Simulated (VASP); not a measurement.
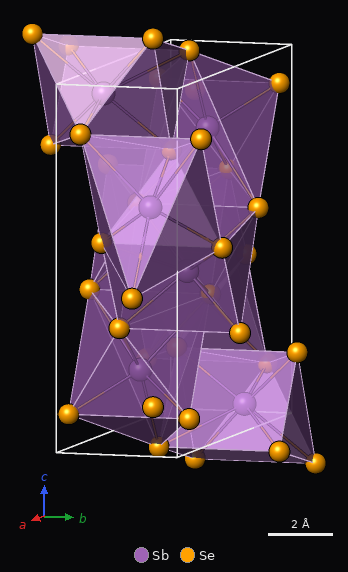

Starting structure of a crystal of Sb2Se3 (set up in Pnma). The picture is a polyhedral view of the cell of the calculation, seen slightly off an axis.

The run lets cell and atoms move.

All numbers below come from Kohn-Sham DFT of a periodic cell, LDA, VASP PAW LDA potentials, recommended in VASP.

Input file:
```
  ALGO = Normal
  EDIFF = 1E-6
  EDIFFG = -0.01
  ENCUT = 600
  GGA = CA
  IBRION = 2
  ISIF = 3
  ISMEAR = 0
  KPAR = 4
  LASPH = True
  LCHARG = False
  LREAL = False
  LWAVE = False
  NELM = 80
  NSW = 90
  PREC = Accurate
  SIGMA = 0.03
```

Run as
```bash
cat potpaw_LDA.64/Sb/POTCAR potpaw_LDA.64/Se/POTCAR > POTCAR
mpirun -np 4 vasp_std > vasp.out
```

The structure:
```
CELL_PARAMETERS angstrom
11.77000 0.00000 0.00000
0.00000 3.96200 0.00000
0.00000 0.00000 11.62000
ATOMIC_POSITIONS crystal
Sb 0.03050 0.25000 0.32800
Sb 0.96950 0.75000 0.67200
Sb 0.46950 0.75000 0.82800
Sb 0.53050 0.25000 0.17200
Sb 0.14780 0.75000 0.03970
Sb 0.85220 0.25000 0.96030
Sb 0.35220 0.25000 0.53970
Sb 0.64780 0.75000 0.46030
Se 0.05340 0.25000 0.87320
Se 0.94660 0.75000 0.12680
Se 0.44660 0.75000 0.37320
Se 0.55340 0.25000 0.62680
Se 0.13020 0.75000 0.44340
Se 0.86980 0.25000 0.55660
Se 0.36980 0.25000 0.94340
Se 0.63020 0.75000 0.05660
Se 0.21320 0.25000 0.19350
Se 0.78680 0.75000 0.80650
Se 0.28680 0.75000 0.69350
Se 0.71320 0.25000 0.30650
```

Predict the outcome.

Answer. After 29 geometry steps the energy has fallen by 12.7 meV per atom. The largest force component goes from 0.26 to 0.0086 eV/Å. Pressure: −0.72 GPa at the start and −0.03 GPa at the end. The largest moves relative to the cell, 0.13 Å, are those of Sb atoms. By element the largest moves are Sb 0.13 Å, Se 0.07 Å. The drawn cell changes as follows: a 11.770 → 11.520 Å (−2.1 %), b 3.962 → 3.960 Å (−0.1 %), c 11.620 → 11.222 Å (−3.4 %); the volume changes by −5.5 %. Some distances before and after: Sb–Se 3.261 → 3.049 Å, Sb–Se 3.220 → 3.077 Å, Sb–Se 3.465 → 3.349 Å, Sb–Se 2.658 → 2.713 Å. Bond angles that change, for instance: Sb–Se–Sb 75.9° → 80.1°, Se–Sb–Se 75.9° → 80.1°, Se–Sb–Se 86.5° → 82.4°. The space group stays Pnma (No. 62). It ran on 4 threads of Intel(R) Xeon(R) 6975P-C (Granite Rapids), on a shared host.

The end point in the same view:

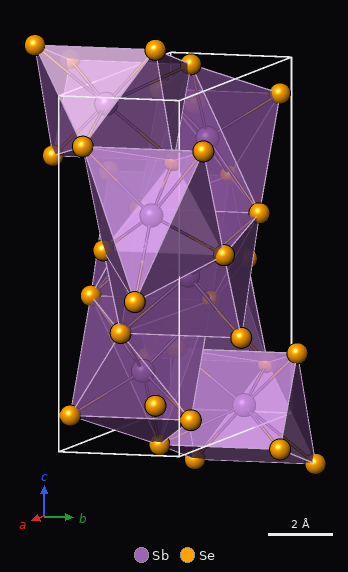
